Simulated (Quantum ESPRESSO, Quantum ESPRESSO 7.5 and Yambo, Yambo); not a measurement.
# Quasiparticle gap of Sb (buckled honeycomb monolayer) in Yambo

How does a plane-wave GW calculation on Sb (buckled honeycomb monolayer) run from the first input to the gap?

Main program and level: Quantum ESPRESSO 7.5 and Yambo 5.3.0; PBE and many-body steps on it, plane waves.

**Experimental background.**

- Gap 2.21 eV: optical gap from PL emission peak; photoluminescence, 355 nm excitation; monolayer (antimonene on antimony oxide after hydrogen reduction) (“Ultrathin high-κ antimony oxide single crystals”, 2020, pmc:7237679).

This is a report of a sequence of runs, with most program output left out.

## (1) The starting structure

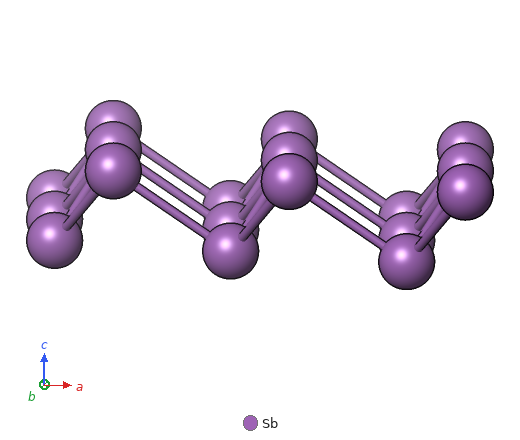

Start, viewed nearly edge on; antimony purple. 3×3×1 cells are drawn.

The cell holds 2 atoms: 2 Sb. Its edges and angles: a = 4.127 Å, b = 4.127 Å, c = 14.000 Å, α = 90.0°, β = 90.0°, γ = 120.0°. Vacuum lies along c.

The structure was relaxed with PBE. The runs that relaxed it are not among those shown. Spin-orbit coupling is left out unless a step names it.

## (2) Ground state

This step: Quantum ESPRESSO 7.5; DFT, PBE, plane waves, norm-conserving pseudopotentials.

The ground-state density comes first.

pw.in reads:

```
&control
  calculation = 'scf'
  prefix = 'x'
  outdir = 'o'
  pseudo_dir = 'pseudo'
/
&system
  ibrav = 0
  nat = 2
  ntyp = 1
  ecutwfc = 88.0
  nbnd = 28
  force_symmorphic = .true.
/
&electrons
  conv_thr = 1e-10
  electron_maxstep = 80
  mixing_beta = 0.5
/
ATOMIC_SPECIES
  Sb 121.76 Sb.upf
CELL_PARAMETERS angstrom
  4.1272254436 0.0000000001 0.0000000000
  -2.0636127219 3.5742820813 0.0000000000
  0.0000000000 0.0000000000 14.0000000000
ATOMIC_POSITIONS crystal
  Sb 0.3333333333 0.6666666667 0.4415848827
  Sb 0.6666666667 0.3333333333 0.5584151173
K_POINTS automatic
  9 9 1 0 0 0
```

Command:

```bash
> OMP_NUM_THREADS=1 mpirun -n 4 pw.x -nk 4 -in pw.in > pw.out
```

Run time: 21 s. Hardware: 4 MPI ranks of Arm Neoverse V2, shared host; peak memory 0.73 GiB.

This step gave:

```
total energy               : -13766.5216 eV
gap                        : 1.314 eV
k of the valence top       : 0, 0, 0
k of the conduction bottom : 0, 0.3333, 0
least direct gap           : 1.578 eV
```

The gap is indirect, with the least direct gap 0.26 eV higher.

## (3) Bands along the symmetry lines

The cheap functional maps the bands first; the places of the edges decide which points the dearer methods must see.

pw.in reads:

```
&control
  calculation = 'bands'
  prefix = 'x'
  outdir = 'o'
  pseudo_dir = 'pseudo'
/
&system
  ibrav = 0
  nat = 2
  ntyp = 1
  ecutwfc = 88.0
  nbnd = 29
  force_symmorphic = .true.
/
&electrons
  conv_thr = 1e-9
  electron_maxstep = 80
  diago_full_acc = .true.
  diago_thr_init = 5e-6
/
ATOMIC_SPECIES
  Sb 121.76 Sb.upf
CELL_PARAMETERS angstrom
  4.1272254436 0.0000000001 0.0000000000
  -2.0636127219 3.5742820813 0.0000000000
  0.0000000000 0.0000000000 14.0000000000
ATOMIC_POSITIONS crystal
  Sb 0.3333333333 0.6666666667 0.4415848827
  Sb 0.6666666667 0.3333333333 0.5584151173
K_POINTS crystal
  25
  0.00000000 0.00000000 0.00000000 1
  0.06250000 0.00000000 0.00000000 1
  0.12500000 0.00000000 0.00000000 1
  0.18750000 0.00000000 0.00000000 1
  0.25000000 0.00000000 0.00000000 1
  0.31250000 0.00000000 0.00000000 1
  0.37500000 0.00000000 0.00000000 1
  0.43750000 0.00000000 0.00000000 1
  0.50000000 0.00000000 0.00000000 1
  0.47916667 0.04166667 0.00000000 1
  0.45833333 0.08333333 0.00000000 1
  0.43750000 0.12500000 0.00000000 1
  0.41666666 0.16666666 0.00000000 1
  0.39583333 0.20833333 0.00000000 1
  0.37500000 0.25000000 0.00000000 1
  0.35416666 0.29166666 0.00000000 1
  0.33333333 0.33333333 0.00000000 1
  0.29166666 0.29166666 0.00000000 1
  0.25000000 0.25000000 0.00000000 1
  0.20833333 0.20833333 0.00000000 1
  0.16666666 0.16666666 0.00000000 1
  0.12500000 0.12500000 0.00000000 1
  0.08333333 0.08333333 0.00000000 1
  0.04166667 0.04166667 0.00000000 1
  0.00000000 0.00000000 0.00000000 1
```

Elapsed: 13 s, on 4 MPI ranks; peak memory 0.56 GiB; 50 s of CPU time.

Numbers from this step:

```
gap                        : 1.297 eV
k of the valence top       : 0, 0, 0
k of the conduction bottom : 0.3125, 0, 0
least direct gap           : 1.578 eV
```

The gap is 1.297 eV, −0.017 eV from the run before at this level.

The electronic bands at the labelled points (eV, zero at the top of the highest filled band):

```
point  band 20  band 21  band 22  band 23  band 24  band 25  band 26  band 27
    Γ    -6.29    -0.57     0.00     0.00     1.58     2.79     2.79     4.42
    M    -7.75    -2.91    -1.53    -1.44     1.66     2.48     3.56     5.12
    K    -8.44    -3.47    -1.77    -1.77     1.55     3.60     3.60     6.64
    Γ    -6.29    -0.57     0.00     0.00     1.58     2.79     2.79     4.42
```

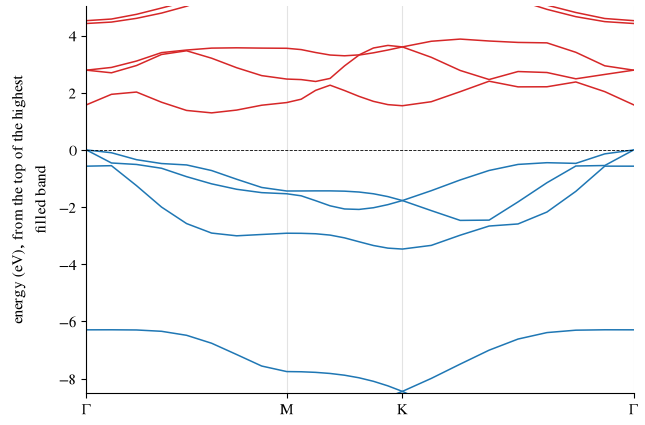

Electronic bands along the path; lines of filled and empty bands in two colours.

## (4) Empty states on the mesh, 6×6×1 mesh, 423 bands

The sums over transitions need many empty states on a uniform mesh; this step solves for them.

pw.in reads:

```
&control
  calculation = 'nscf'
  prefix = 'x'
  outdir = 'o'
  pseudo_dir = 'pseudo'
/
&system
  ibrav = 0
  nat = 2
  ntyp = 1
  ecutwfc = 88.0
  nbnd = 423
  force_symmorphic = .true.
/
&electrons
  conv_thr = 1e-9
  electron_maxstep = 80
  diago_full_acc = .true.
  diago_thr_init = 5e-6
/
ATOMIC_SPECIES
  Sb 121.76 Sb.upf
CELL_PARAMETERS angstrom
  4.1272254436 0.0000000001 0.0000000000
  -2.0636127219 3.5742820813 0.0000000000
  0.0000000000 0.0000000000 14.0000000000
ATOMIC_POSITIONS crystal
  Sb 0.3333333333 0.6666666667 0.4415848827
  Sb 0.6666666667 0.3333333333 0.5584151173
K_POINTS automatic
  6 6 1 0 0 0
```

Elapsed: 3.6 min, on 4 MPI ranks; peak memory 3 GiB.

Numbers from this step:

- gap: 1.314 eV
- k of the valence top: 0, 0, 0
- k of the conduction bottom: 0, 0.3333, 0
- least direct gap: 1.578 eV
- k points computed: 7
- lowest point of the top converged band, above the valence top: 88.8914 eV

On this mesh the gap is 1.314 eV.

## (5) Conversion and set-up

This step: Yambo 5.3.0; conversion and set-up on PBE, plane waves, norm-conserving pseudopotentials.

The states are converted to the many-body program's format and the q mesh is built.

Command:

```bash
> (cd o/x.save; p2y > p2y.log; mv SAVE ../..); yambo > setup.log
```

The job ended after 2.8 s (1 MPI rank; peak memory 0.26 GiB).

## (6) Screening and self-energy, 6×6×1 mesh, 209 bands, screening to 142.9 eV

G0W0 replaces the xc potential by the self-energy, built once from these orbitals. Only a window of levels is corrected, while the sums run over the empty bands that the input names.

This step: G0W0 on PBE, plane waves, norm-conserving pseudopotentials.

gw2.in reads:

```
HF_and_locXC
gw0
dyson
ppa
em1d
rim_cut
rim_w
RandQpts= 3000000
RandGvec= 100 RL
CUTGeo= "slab z"
RandGvecW= 9 RL
EXXRLvcs= 88 Ry
VXCRLvcs= 352 Ry
Chimod= "HARTREE"
% BndsRnXp
 1 | 209 |
%
NGsBlkXp= 10.5 Ry
% LongDrXp
 1 | 1 | 0 |
%
% GbndRnge
 1 | 209 |
%
DysSolver= "n"
ExtendOut
PPAPntXp= 27.21138 eV
% QPkrange
 1 | 1 | 22 | 25 |
 3 | 3 | 22 | 25 |
%
```

Command:

```bash
> OMP_NUM_THREADS=1 mpirun -n 4 yambo -F gw2.in -J gw2 -C gw2 > gw2.log
```

Run time: 12 min. Hardware: 4 MPI ranks; peak memory 3.8 GiB; 49 min of CPU time.

This step gave:

```yaml
g0w0_gap_on_the_points_computed: 2.157 eV
starting_gap_on_the_mesh: 1.314 eV
k_of_the_valence_top: 0, 0, 0
k_of_the_conduction_bottom: 0, 0.3333, 0
least_direct_g0w0_gap_on_the_computed_points: 2.627 eV
z_at_the_valence_top: 0.7351
z_at_the_conduction_bottom: 0.7404
```

The gap on the mesh goes from 1.31 eV to 2.16 eV, a correction of +0.84 eV.

Limits: finite bands, cutoff and mesh; no spin-orbit coupling. v1 is the top filled band, c1 the lowest empty one. The levels before and after the correction (eV, zero at the valence-band top of each column):

```
           conduction bottom  valence top
Kohn-Sham               1.31         0.00
     G0W0               2.16         0.00
```

```
                    level  energy (eV)
Kohn-Sham         Γ v2-v1        0.000
Kohn-Sham            Γ c1        1.578
Kohn-Sham            Γ c2        2.790
Kohn-Sham  (0 0.333 0) v2       -1.257
Kohn-Sham  (0 0.333 0) v1       -0.815
Kohn-Sham  (0 0.333 0) c1        1.314
Kohn-Sham  (0 0.333 0) c2        3.097
     G0W0         Γ v2-v1        0.000
     G0W0            Γ c1        2.627
     G0W0            Γ c2        3.845
     G0W0  (0 0.333 0) v2       -1.357
     G0W0  (0 0.333 0) v1       -0.978
     G0W0  (0 0.333 0) c1        2.157
     G0W0  (0 0.333 0) c2        4.010
```

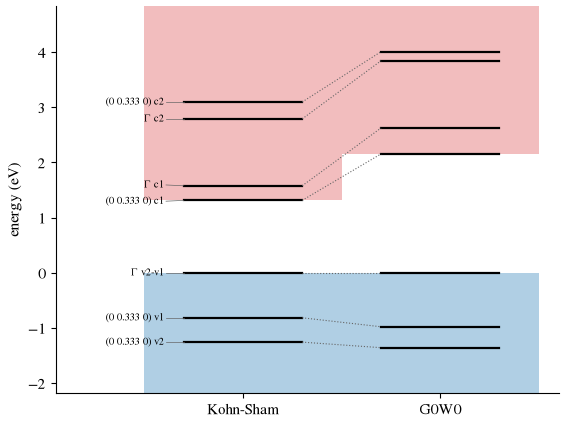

Levels before and after the correction. Shaded: valence and conduction bands.

## (7) Where the time went

Times are wall times on the hardware named with each run, good to a factor of about two.

```
                          step     time  share  memory (GiB)
                  ground state     21 s    2 %          0.73
bands along the symmetry lines     13 s    1 %          0.56
      empty states on the mesh  3.6 min   22 %           3.0
         conversion and set-up    2.8 s    0 %          0.26
     screening and self-energy   12 min   75 %           3.8
```

## (8) What came out

```
PBE gap              : 1.30 eV, indirect
G0W0 gap on the mesh : 2.16 eV
GW settings          : 6×6×1 mesh, 209 bands, screening to 142.9 eV, Godby-Needs plasmon pole
known limits         : not at the basis limit; no spin-orbit coupling
```

In words: G0W0 moves the gap on the mesh from 1.31 eV to 2.16 eV (+0.84 eV), with Z of 0.74 and 0.74 at the edges. Only 2 of the mesh's irreducible points were corrected, so a valley elsewhere could overtake. The dearest step here is «screening and self-energy». Against experiment, by G0W0@PBE: the direct gap of 2.63 eV lies +0.42 eV from the measured 2.21 eV (exciton, 2020). An exciton line or allowed optical edge lies below the quasiparticle gap by the binding energy; a forbidden edge can push the onset above it. The computed sheet is free-standing; a substrate or cover screens it further and lowers both gap and binding, while the exciton line moves little. The calculation has static nuclei and no excitons; a measured gap holds zero-point and thermal motion, which mostly lowers it. Bands and cutoff are finite, so the gap is not at the basis limit. The miss can reach some tenths of an eV and take either sign; the mesh is an error of its own. In the G0W0 run levels were corrected at 2 k points alone, so a gap called «on the mesh» is the least over those, and an edge elsewhere would be missed. The many-body steps are scalar-relativistic: spin-orbit coupling is not in them.

[Paths, hosts, dates, memory and timing lines, banners, echoed tables and standing remarks are left out of the program output.]

[Logs are printed without paths, hosts, clocks, repeated set-up lines and the standing remarks that a program may print on its own settings, such as how far it seeks lower states.]

[Runs of the session that timed out or met a known fault of the program may be left out.]

[Hosts, paths, dates, database ids (printed as entryN), source tags and the programs' standing remarks are cut or masked in the printed files.]
